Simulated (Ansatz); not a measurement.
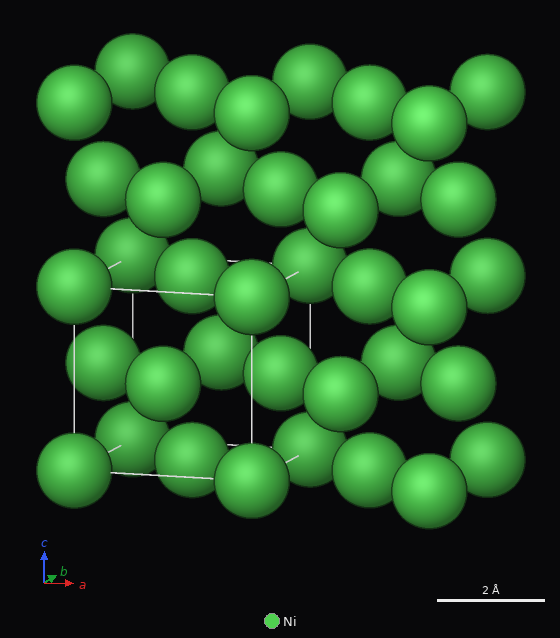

The starting point is crystalline Ni (set up in Fm-3m). The picture is a spheres-only view of the conventional cell (4 times the calculation's cell), repeated 2 × 1 × 2 with one cell outlined, seen slightly off an axis. Lengths and directions refer to the drawn axes.

These are results of DFT PBE, scalar-relativistic, plane waves, PAW in Ansatz 0.2.0, not measurements. Settings: plane-wave cutoff 420 eV; k-point mesh 20 × 20 × 20; occupations gaussian; smearing width 0.1 eV. Spin polarisation is switched on in some of the runs only.

The variant: Every nickel atom is replaced by manganese, which gives Mn. Cell and atoms are relaxed again (to zero pressure within 0.1 GPa, forces under 0.01 eV/Å).

The input:
```yaml
crystal:
  lattice:
    - [0.0, 1.7507343025, 1.7507343025]
    - [1.7507343025, 0.0, 1.7507343025]
    - [1.7507343025, 1.7507343025, 0.0]
  atoms:
    - { symbol: Mn, position: [0.0, 0.0, 0.0] }
basis:
  ecutwfc: 420
kpoints:
  mp_grid: { grid: [20, 20, 20] }
hamiltonian:
  xc: pbe
scf:
  occupations: { method: gaussian, width: 0.1 }
output:
  forces: true
  stress: true
  eigenvalues: true
relax:
  adjacent_minimum: "off"
  f_tol: 0.01
  max_steps: 60
  cell: { stress_tol: 0.1 }
```

Run as
```bash
ansatz run input.yaml --threads 1 --pin off --max-ram 2560MiB --backend cpu --events-out ev --progress --plain --runs-dir out
```

### Predict the response.

The volume per atom goes from 10.89 to 10.74 Å³. The absolute magnetisation per cell goes from 0.73 to 0.00 μB (net moment 0.64 and 0.00 μB). Both are metals. The drawn cell changes as follows: a = b = c 3.519 → 3.502 Å (−0.5 %); the volume changes by −1.4 %. The space group stays Fm-3m (No. 225).

The changed structure in the same view:

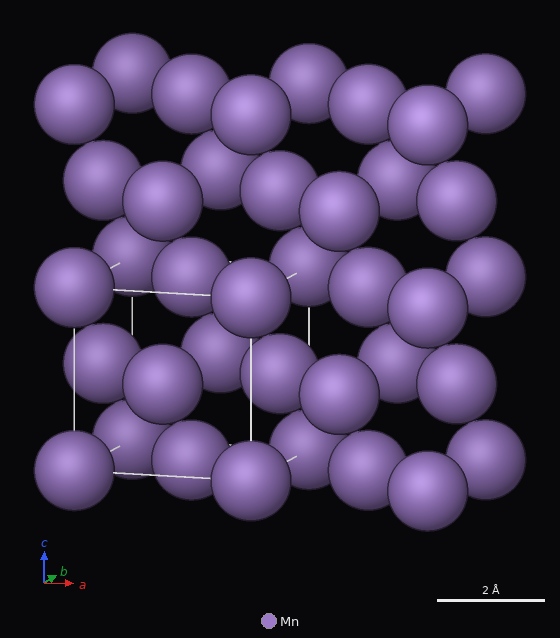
